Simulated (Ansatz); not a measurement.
System: Ti (slab).

Input

```
crystal:
  lattice:
    - [2.9384580613, 0.0, 0.0]
    - [-1.4692290307, 5.3013487498, 0.0]
    - [0.0, 0.0, 25.790030301]
  atoms:
    - { symbol: Ti, position: [0.4422069682, 0.8844139365, 0.2908100499] }
    - { symbol: Ti, position: [0.7882169229, 0.5764338458, 0.3629445155] }
    - { symbol: Ti, position: [0.0574189138, 0.1148378276, 0.3773714086] }
    - { symbol: Ti, position: [0.4034288685, 0.8068577369, 0.4495058741] }
    - { symbol: Ti, position: [0.6726308594, 0.3452617188, 0.4639327672] }
    - { symbol: Ti, position: [0.018640814, 0.0372816281, 0.5360672328] }
    - { symbol: Ti, position: [0.287842805, 0.5756856099, 0.5504941259] }
    - { symbol: Ti, position: [0.6338527596, 0.2677055192, 0.6226285914] }
    - { symbol: Ti, position: [0.9030547505, 0.8061095011, 0.6370554845] }
    - { symbol: Ti, position: [0.2490647052, 0.4981294104, 0.7091899501] }
basis:
  ecutwfc: 420
kpoints:
  mp_grid: { grid: [12, 7, 1] }
hamiltonian:
  xc: pbe
scf:
  occupations: { method: gaussian, width: 0.1 }
output:
  forces: true
  stress: true
  eigenvalues: true
  write_density: true
  write_potential: true
  elf: true
  volumetric_format: npy
efield:
  axis: 3
  dipole_correction: true
  ramp_width: 0.04
```

Launched as:

```sh
ansatz run input.yaml --threads 1 --pin off --max-ram 2560MiB --backend cpu --events-out ev --progress --plain --runs-dir out
```

Not relaxed (largest force 1.1 eV/Å); computed without spin polarisation.

All numbers below come from Ansatz, DFT PBE, scalar-relativistic, plane waves, PAW.

> What can the converged valence pseudo-density and electron localisation function tell about the bonding?

Ti–Ti (2.94 Å): ρ at the midpoint is about 0.19 e/Å³; the ELF is about 0.30 at the midpoint: no shared electron pair shows on this line.

> Does the calculation give a band gap?

It is metallic or semimetallic at this level of theory: no gap opens.

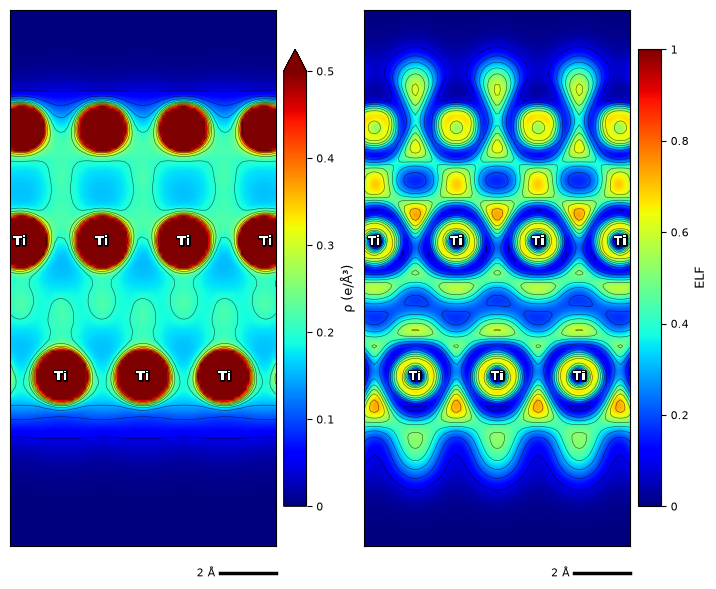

Computed valence pseudo-density and electron localisation function on the (010) plane of the calculation cell, a cut from vacuum to vacuum, in this order. Atoms just off the plane (Ti, 0.4 Å away) can leave unmarked features too.

In a PAW calculation such maps are meaningful between the atoms, not at the nuclei.
